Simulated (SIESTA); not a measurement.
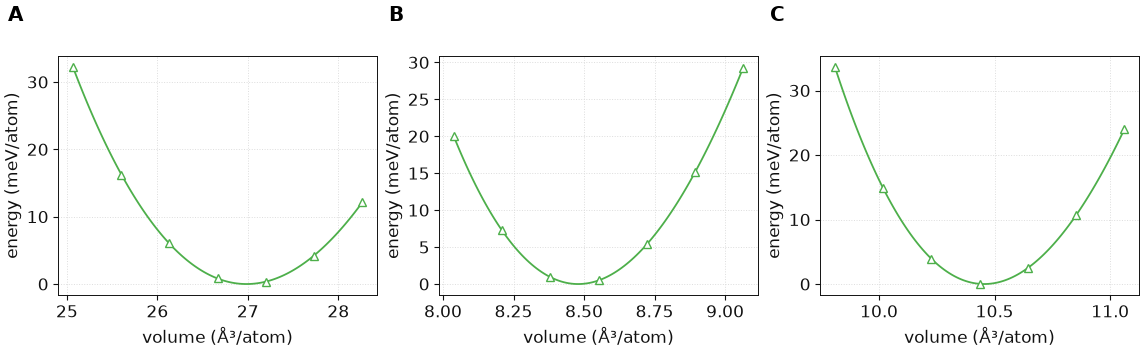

Each panel shows the energy against volume for one of these solids: Sb, Fm-3m (No. 225); TiB₂, P6/mmm (No. 191); TiO₂, P4_2/mnm (No. 136).

Computed with SIESTA 5.4.2: DFT in numerical atomic orbitals with pseudopotentials, no spin polarisation; energies at scaled volumes of the given cell, shape and fractions fixed, counted from the fit's minimum, third-order Birch-Murnaghan fit. Level: PBEsol.

Match the panels to the solids.

A is Sb (energy from 0.33 meV/atom to 32.24 meV/atom, V0 26.98 Å³/atom, B0 68.3 GPa); B is TiB₂ (energy from 0.48 meV/atom to 29.30 meV/atom, V0 8.479 Å³/atom, B0 258 GPa); C is TiO₂ (energy from 0.02 meV/atom to 33.66 meV/atom, V0 10.46 Å³/atom, B0 242 GPa).

For Sb, limits of the calculation: mulliken charges of long orbitals.

For TiB₂, limits of the calculation: mulliken charges of long orbitals; shape and atomic fractions are frozen while scaling, which makes layered, chain and framework solids too stiff.

For TiO₂, limits of the calculation: mulliken charges of long orbitals; shape and atomic fractions are frozen while scaling, which makes layered, chain and framework solids too stiff.
